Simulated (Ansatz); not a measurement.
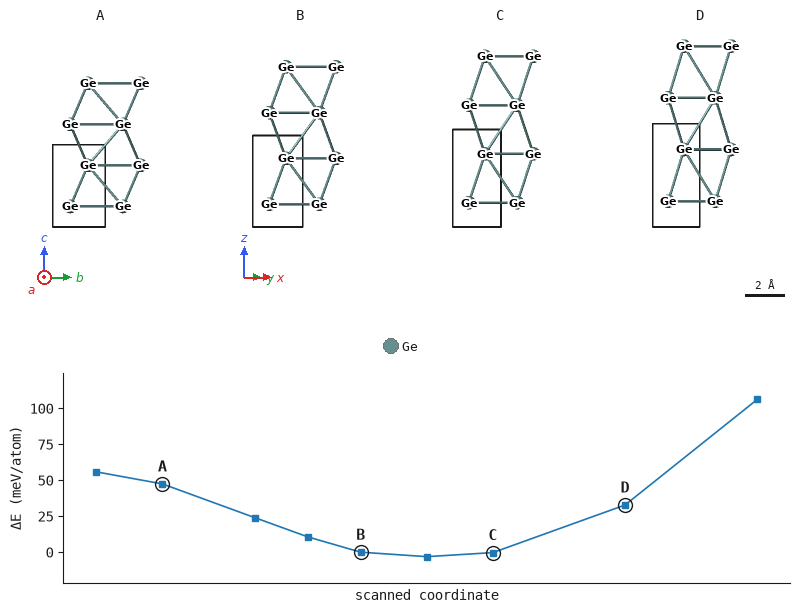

Frames of a one-coordinate scan of a crystal of Ge (Cmcm). x, y and z are the Cartesian axes of the input. Style: ball-and-stick. Shown: the cell of the calculation, repeated 3 × 2 × 2 with one cell outlined, along the a axis.

Method: DFT PBEsol+D3(BJ), scalar-relativistic, plane waves, PAW (Ansatz 0.2.0). (plane-wave cutoff 420 eV; k-point mesh 20 × 20 × 12; occupations gaussian; smearing width 0.15 eV; no spin polarisation). Energies (free energies at the smearing named) are counted from the cell as listed in its source, which wasn't relaxed.

### What is being scanned?

The ratio of the cell's length along z to its lengths across, counted as 1 for the reference, is changed at fixed volume (a c/a path), with the atoms kept at their fractional coordinates. In the frames the relative ratio is 0.85 (A), 1.00 (B), 1.10 (C), 1.20 (D). Of the computed points the lowest is at the relative ratio 1.05, −3.1 meV/atom. The end points stand at 55.9 meV/atom (0.80) and 106.2 meV/atom (1.30). The unrelaxed reference is under a pressure of −2.7 GPa. The distortion keeps the space group Cmcm. At the relative ratio 1.30 the cell of the drawing goes a 2.991 → 2.741 Å, b 2.991 → 2.741 Å, c 4.728 → 5.631 Å.
